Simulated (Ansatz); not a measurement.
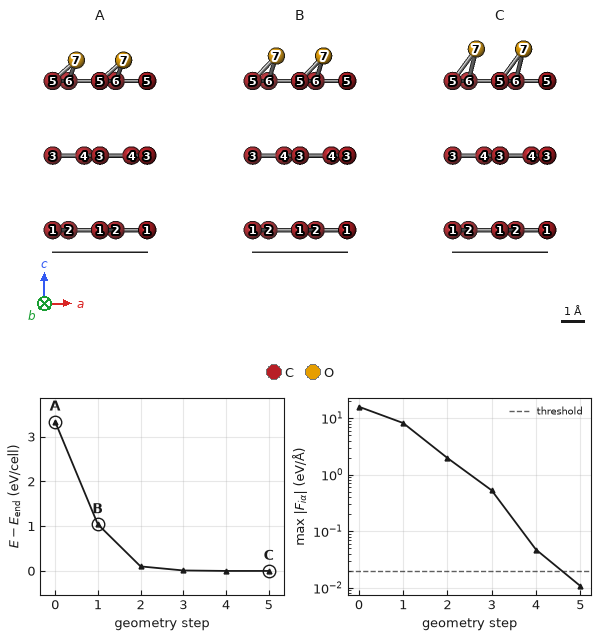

Frames of a constrained relaxation of a slab of composition C₆O (cut from the P6_3/mmc phase), marked on the history of the run. The picture is a ball-and-stick view of the 2 × 3 repeat of the cell, outlined in the plane, without the vacuum, seen along the b axis.

Case: O over the place (2/4, 1/4) of the surface cell, its height relaxed. The slab is the (0 0 1) face of C with O on it. 6 atoms are held fixed.

All numbers below come from DFT PBE+D3(BJ), scalar-relativistic, plane waves, PAW in Ansatz. Set-up: plane-wave cutoff 420 eV; k-point mesh 12 × 12 × 1; occupations gaussian; smearing width 0.1 eV; no spin polarisation; dipole correction; atoms relaxed in a fixed cell; force threshold 0.02 eV/Å; at most 25 steps.

**What happens along the run?**

After 5 geometry steps the energy has fallen by 3.338 eV per cell of the calculation. Largest force component: 16 eV/Å at the start, 0.011 eV/Å at the end. The atom that moves furthest is O7 (0.50 Å along the normal (+c)). C stays in place. The lattice vectors keep their values. Some distances before and after: C5–O7 1.422 → 1.796 Å, C6–O7 1.590 → 1.932 Å. Bond angles that change, for instance: C6–C5–O7 138.6° → 126.5°, C6–C5–O7 68.0° → 72.7°. From step 0 to 1: O7 moves most (0.19 Å), energy −2.295 eV per cell of the calculation. From step 1 to 5: O7 moves most (0.31 Å), energy −1.043 eV per cell of the calculation.

```json
{"step": "0", "E − E(0), meV/atom": "0.00", "largest force component, eV/Å": "15.8580"}
{"step": "1", "E − E(0), meV/atom": "-327.88", "largest force component, eV/Å": "8.1658"}
{"step": "2", "E − E(0), meV/atom": "-462.27", "largest force component, eV/Å": "1.9701"}
{"step": "3", "E − E(0), meV/atom": "-475.29", "largest force component, eV/Å": "0.5281"}
{"step": "4", "E − E(0), meV/atom": "-476.82", "largest force component, eV/Å": "0.0475"}
{"step": "5", "E − E(0), meV/atom": "-476.83", "largest force component, eV/Å": "0.0108"}
```

Limits of the set-up: the periodic images lie only 2.5 Å apart, so the values are limited by the cell's size.
